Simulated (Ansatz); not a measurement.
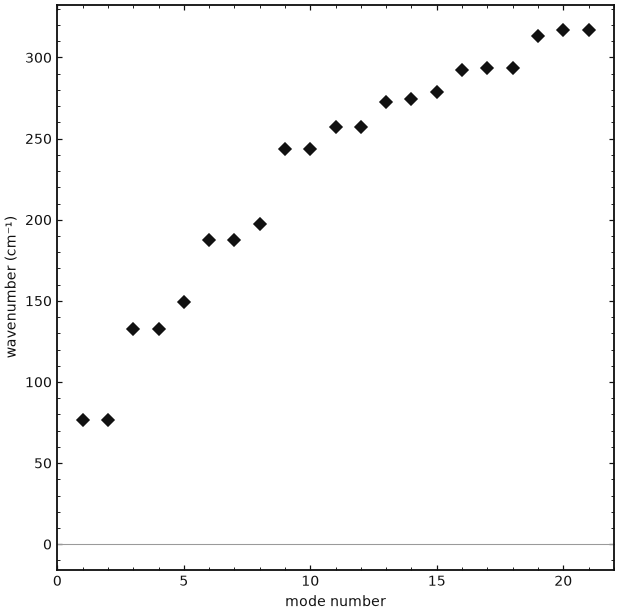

Plotted: zone-centre optical phonon frequencies (the three acoustic modes are left out) for Ti₃Si, space group P6_3/mmc (No. 194).

Cell as given: a = 5.554 Å, b = 5.554 Å, c = 4.479 Å, α = 90.00°, β = 90.00°, γ = 120.00°; 8 atoms.

Computed with Ansatz 0.2.0: harmonic phonon frequencies at the zone centre with atoms at rest in the given cell, without the long-range term of polar modes, the three translations left out, imaginary frequencies are negative; plane waves with PAW datasets, Γ-centred k mesh. Level: LDA, no spin polarisation.

- wave cutoff: 420 eV
- k mesh: 6×6×8
- occupations: Fermi–Dirac
- smearing width: 0.15 eV
- volume relative to the relaxed cell: 1.02
- phonon method: linear response

This calculation gives: highest mode 316.8 cm⁻¹ and lowest optical mode 76.4 cm⁻¹.

Now the cell is compressed by 2.0 % in volume, to 14.66 Å³/atom, with its shape relaxed. How do these quantities change?

The highest mode rises from 316.8 to 328.9 cm⁻¹ (+3.8 %) and the lowest optical mode hardly changes (76.4 and 76.5 cm⁻¹). The shift of the highest mode amounts to a Grüneisen parameter of 1.89.

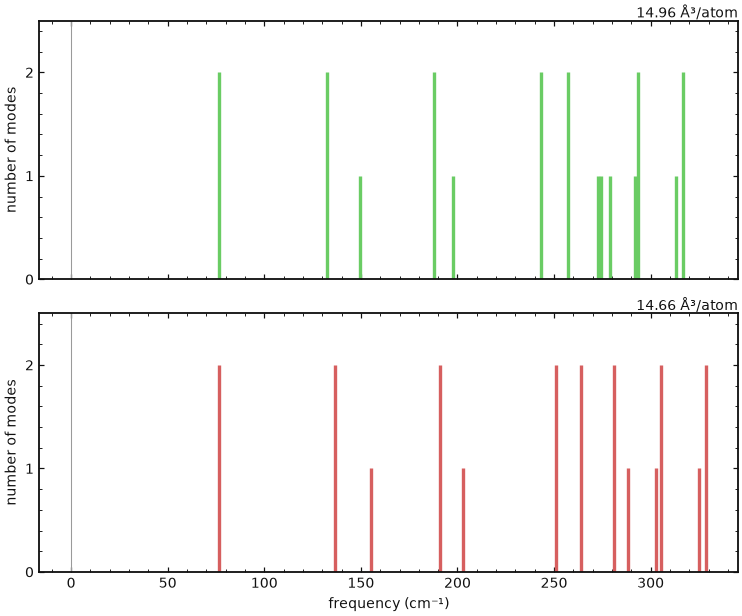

The two results together.

For 14.96 Å³/atom, limits of the calculation: bands taken in; metal sensitive to the k mesh.

For 14.66 Å³/atom, limits of the calculation: metal sensitive to the k mesh.
